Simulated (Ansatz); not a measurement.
# Single-point calculation, with input and output: ZrSiO4 (part 2 of 2)

ZrSiO4 (I4₁/amd, 36 atoms in the cell); DFT PBE, scalar-relativistic, plane waves, PAW, no spin polarisation (Ansatz 0.2.0); cutoff 420 eV, 2×2×2 k-mesh, Gaussian smearing of 0.02 eV. The structure derives from a Materials Project entry. It belongs to a series of runs on one base structure; here: the perfect crystal in a cell of 36 atoms.

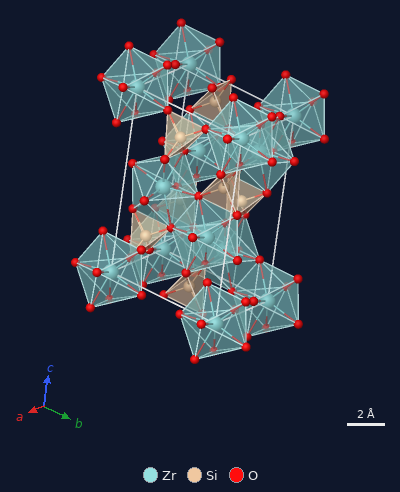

The structure as given in the input (polyhedral view of the cell of the calculation, seen slightly off an axis; polyhedra are completed across the faces of the cell).

## What the program printed, continued
```
  k-point 1: bands = ["-40.0111", "-40.0111", "-40.0005", "-40.0005", "-39.9899", "-39.9899", "-18.2516", "-18.2516", "-18.2372", "-18.2372", "-18.2372", "-18.2372", "-18.1331", "-18.1331", "-18.1088", "-18.1088", "-18.0935", "-18.0935", "-17.9758", "-17.9758", "-17.9758", "-17.9758", "-17.9642", "-17.9642", "-10.8241", "-10.8241", "-10.6676", "-10.6676", "-10.2805", "-10.2805", "-9.5723", "-9.5723", "-9.4477", "-9.4477", "-9.3909", "-9.3909", "-8.9015", "-8.9015", "-8.9015", "-8.9015", "-8.8407", "-8.8407", "-8.8026", "-8.8026", "-8.7400", "-8.7400", "-8.7400", "-8.7400", "0.8926", "0.8926", "0.9951", "0.9951", "1.0137", "1.0137", "2.4538", "2.4538", "2.8582", "2.8582", "2.8767", "2.8767", "3.0750", "3.0750", "3.0750", "3.0750", "3.0750", "3.0750", "4.1415", "4.1415", "4.1928", "4.1928", "4.5181", "4.5181", "4.5394", "4.5394", "4.5394", "4.5394", "4.7175", "4.7175", "4.9196", "4.9196", "4.9644", "4.9644", "5.1963", "5.1963", "5.2950", "5.2950", "5.2950", "5.2950", "5.5581", "5.5581", "5.5581", "5.5581", "5.9042", "5.9042", "6.0299", "6.0299", "6.1885", "6.1885", "6.2455", "6.2455", "6.4412", "6.4412", "6.6648", "6.6648", "6.7505", "6.7505", "6.8083", "6.8083", "6.8083", "6.8083", "6.9461", "6.9461", "6.9860", "6.9860", "7.4306", "7.4306", "7.4306", "7.4306", "7.6901", "7.6901", "12.5761", "12.5761", "13.0400", "13.0400", "13.0916", "13.0916", "13.1204", "13.1204", "13.1204", "13.1204", "13.3818", "13.3818", "13.4110", "13.4110", "13.6793", "13.6793", "13.8816", "13.8816", "14.2443", "14.2443", "14.6101", "14.6101", "14.6101", "14.6101", "14.7453", "14.7453", "14.9894", "14.9894", "15.1505", "15.1505", "15.1595", "15.1595", "17.0626", "17.0626", "17.1332", "17.1332"]
  k-point 2: bands = ["-40.0067", "-40.0067", "-40.0066", "-39.9944", "-39.9944", "-39.9944", "-18.2421", "-18.2421", "-18.2414", "-18.2103", "-18.1983", "-18.1983", "-18.1855", "-18.1855", "-18.1851", "-18.0364", "-18.0324", "-18.0324", "-18.0231", "-18.0231", "-18.0191", "-17.9724", "-17.9719", "-17.9719", "-10.7553", "-10.7553", "-10.3725", "-10.3480", "-10.3372", "-10.3372", "-9.6688", "-9.3964", "-9.3964", "-9.3954", "-9.2271", "-9.2271", "-9.1126", "-9.1126", "-9.1079", "-9.0390", "-9.0390", "-9.0197", "-8.8882", "-8.8599", "-8.8599", "-8.7812", "-8.7812", "-8.7585", "0.9234", "0.9234", "0.9622", "1.8182", "1.8448", "1.8448", "2.6556", "2.7718", "2.7718", "2.8402", "2.8864", "2.8864", "3.0532", "3.0532", "3.2584", "3.2584", "3.4185", "3.4185", "3.5951", "3.6057", "3.7473", "3.7784", "4.3300", "4.3300", "4.3322", "4.3322", "4.4701", "4.5921", "4.5921", "4.6566", "4.8209", "4.8209", "5.0292", "5.0309", "5.1411", "5.1411", "5.2737", "5.3249", "5.3249", "5.4270", "5.5072", "5.5242", "5.5242", "5.6966", "5.7933", "5.7933", "5.7994", "5.7994", "5.9365", "6.2010", "6.2010", "6.2244", "6.4948", "6.4949", "6.4949", "6.6113", "6.7157", "6.7157", "6.7801", "6.7983", "6.7983", "6.9047", "6.9047", "6.9349", "6.9457", "6.9457", "7.1457", "7.1457", "7.3846", "7.3846", "7.4965", "7.5341", "12.4976", "12.5504", "12.5504", "12.6933", "12.6933", "12.7221", "13.1408", "13.1408", "13.2731", "13.2731", "13.3783", "13.4502", "13.5865", "13.5865", "13.6611", "13.8575", "13.8575", "14.1094", "14.4419", "14.4453", "14.4453", "14.4746", "14.4746", "14.7847", "14.9259", "14.9259", "15.1629", "15.4125", "15.5936", "15.5936", "16.2150", "16.2150", "16.3453", "17.0162", "17.0162", "17.1697"]
  k-point 3: bands = ["-40.0005", "-40.0005", "-40.0005", "-40.0005", "-40.0005", "-40.0005", "-18.2292", "-18.2292", "-18.2292", "-18.2292", "-18.2200", "-18.2200", "-18.1158", "-18.1158", "-18.1118", "-18.1118", "-18.1118", "-18.1118", "-17.9920", "-17.9920", "-17.9920", "-17.9920", "-17.9919", "-17.9919", "-10.5027", "-10.5027", "-10.3058", "-10.3058", "-10.3058", "-10.3058", "-9.4170", "-9.4170", "-9.4170", "-9.4170", "-9.1209", "-9.1209", "-9.1154", "-9.1154", "-9.0665", "-9.0665", "-9.0665", "-9.0665", "-9.0646", "-9.0646", "-9.0424", "-9.0424", "-9.0424", "-9.0424", "1.7630", "1.7630", "1.8064", "1.8064", "1.8064", "1.8064", "2.9777", "2.9777", "2.9777", "2.9777", "3.0124", "3.0124", "3.1549", "3.1549", "3.3390", "3.3390", "3.3390", "3.3390", "3.4312", "3.4312", "3.6178", "3.6178", "3.6178", "3.6178", "4.3256", "4.3256", "4.3256", "4.3256", "4.4099", "4.4099", "5.0225", "5.0225", "5.0360", "5.0360", "5.0360", "5.0360", "5.2540", "5.2540", "5.2540", "5.2540", "5.2764", "5.2764", "5.8151", "5.8151", "5.8533", "5.8533", "5.8533", "5.8533", "6.1583", "6.1583", "6.1583", "6.1583", "6.4577", "6.4577", "6.5400", "6.5400", "6.5400", "6.5400", "6.7285", "6.7285", "6.7285", "6.7285", "6.7663", "6.7663", "6.8363", "6.8363", "7.1494", "7.1494", "7.2493", "7.2493", "7.2493", "7.2493", "12.3569", "12.3569", "12.3569", "12.3569", "12.3843", "12.3843", "13.3220", "13.3220", "13.3610", "13.3610", "13.4854", "13.4854", "13.4854", "13.4854", "13.7873", "13.7873", "13.7873", "13.7873", "14.6573", "14.6573", "14.7648", "14.7648", "14.7648", "14.7648", "15.8279", "15.8279", "15.8279", "15.8279", "15.9752", "15.9752", "16.2770", "16.2770", "16.6868", "16.6868", "16.6868", "16.6868"]
```

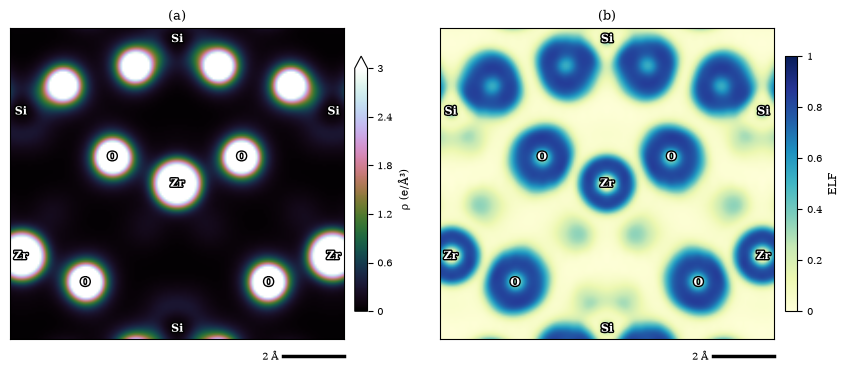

(a) valence charge density (pseudo); (b) electron localisation function on the (110) plane of the calculation cell. Zr–O (2.28 Å): ρ is about 0.43 e/Å³ halfway; the ELF peaks at about 0.85 in the valence shell of O, 0.7 Å from its nucleus, and drops to about 0.15 between the two atoms. Away from the nuclei the density in this plane falls to 0.03 e/Å³ at its lowest. The strong features right at Zr lie inside the PAW spheres (semicore, d or f shells) and say nothing about bonding. The fields are those of the smooth PAW valence density.

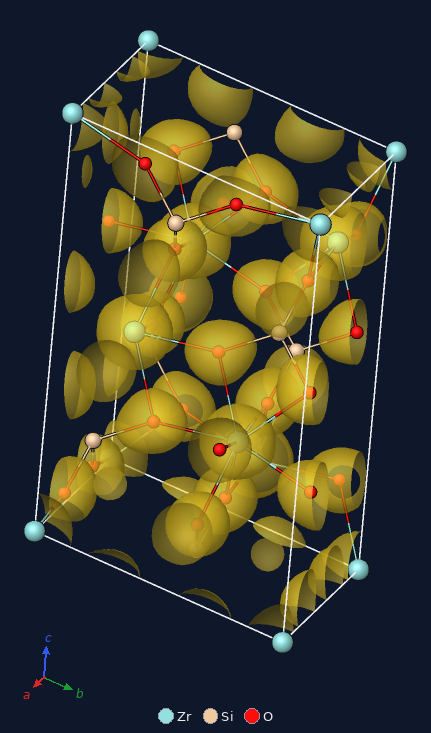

Isosurface of the valence pseudo-density at 0.8 e/Å³ (yellow), seen slightly off an axis. Sticks mark near contacts. The outline is the calculation cell. At this value the density breaks into separate islands; it holds about 70 % of the electrons treated as valence (semicore included). It is pinched off along the Zr–O (2.15 Å) and Zr–O (2.28 Å) contacts. On the grid the lowest density along these lines, outside the cores, is 1 e/Å³ (Si–O, 1.64 Å), 0.56 e/Å³ (Zr–O, 2.15 Å) and 0.43 e/Å³ (Zr–O, 2.28 Å).

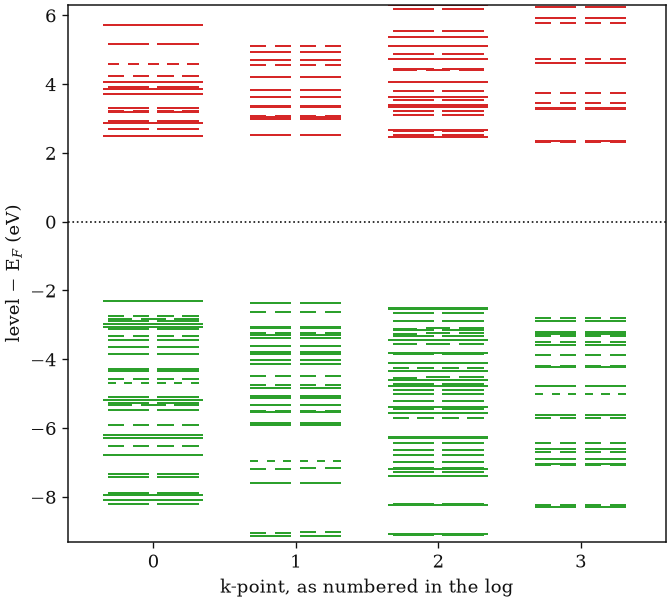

Kohn–Sham levels near the Fermi level (dotted) at the few k-points that the log prints; levels within 0.02 eV of each other stand side by side. Among these points the highest filled and lowest empty levels are 4.62 eV apart, which is the gap on the mesh.

## Key numbers

- outcome: converged
- space group (tolerance 0.01 Å): I4₁/amd (141)
- electrons treated: 240
- free energy: −42589.2741 eV
- Fermi energy: 10.045 eV
- gap on the k-point mesh: 4.62 eV
- pressure: −0.01 GPa
- largest force (length of the vector): 0.018 eV/Å
- wall time: 3.4 s (CPU time 25 s)
- peak memory: 1.4 GiB
